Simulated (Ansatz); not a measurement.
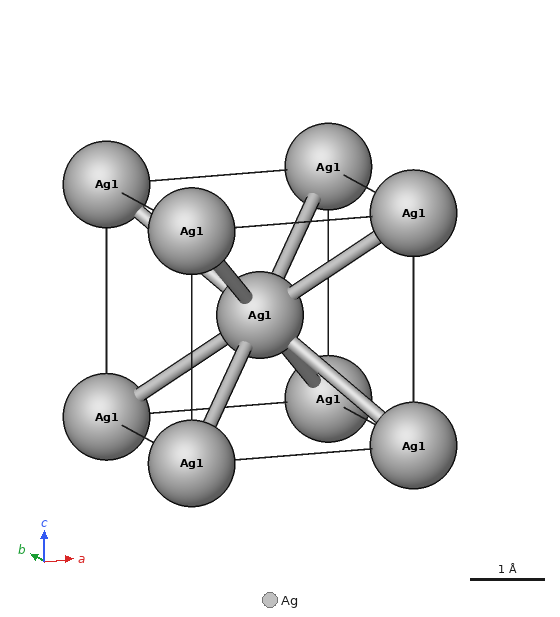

The starting point is a crystal of Ag (set up in Im-3m). A ball-and-stick model of the conventional cell (2 times the calculation's cell), seen slightly off an axis. Lengths and directions refer to the drawn axes.

These are results of DFT PBEsol, scalar-relativistic, plane waves, PAW (Ansatz 0.2.0), not measurements. (plane-wave cutoff 420 eV; occupations gaussian; smearing width 0.1 eV; no spin polarisation) The k-mesh is chosen for each cell (18×18×18, 14×14×14).

The variant: Every silver atom is replaced by sodium, which gives Na. Cell and atoms are relaxed again (to zero pressure within 0.1 GPa, forces under 0.01 eV/Å).

Input file:
```yaml
crystal:
  lattice:
    - [-2.0558323978, 2.0558323978, 2.0558323978]
    - [2.0558323978, -2.0558323978, 2.0558323978]
    - [2.0558323978, 2.0558323978, -2.0558323978]
  atoms:
    - { symbol: Na, position: [0.0, 0.0, 0.0] }
basis:
  ecutwfc: 420
kpoints:
  mp_grid: { grid: [14, 14, 14] }
hamiltonian:
  xc: pbesol
scf:
  occupations: { method: gaussian, width: 0.1 }
output:
  forces: true
  stress: true
  eigenvalues: true
relax:
  adjacent_minimum: "off"
  f_tol: 0.01
  max_steps: 60
  cell: { stress_tol: 0.1 }
```

Launched with:
```bash
ansatz run input.yaml --threads 1 --pin off --max-ram 2560MiB --backend cpu --events-out ev --progress --plain --runs-dir out
```

Predict the response.

Answer. The volume per atom goes from 16.77 to 36.22 Å³. Cell: a = b = c 3.225 → 4.169 Å (+29.3 %). Volume +115.9 %. The space group stays Im-3m (No. 229).

Drawn alike, the variant:

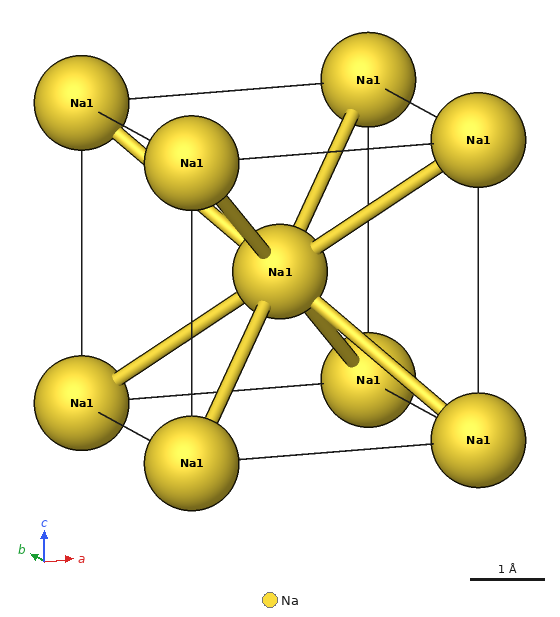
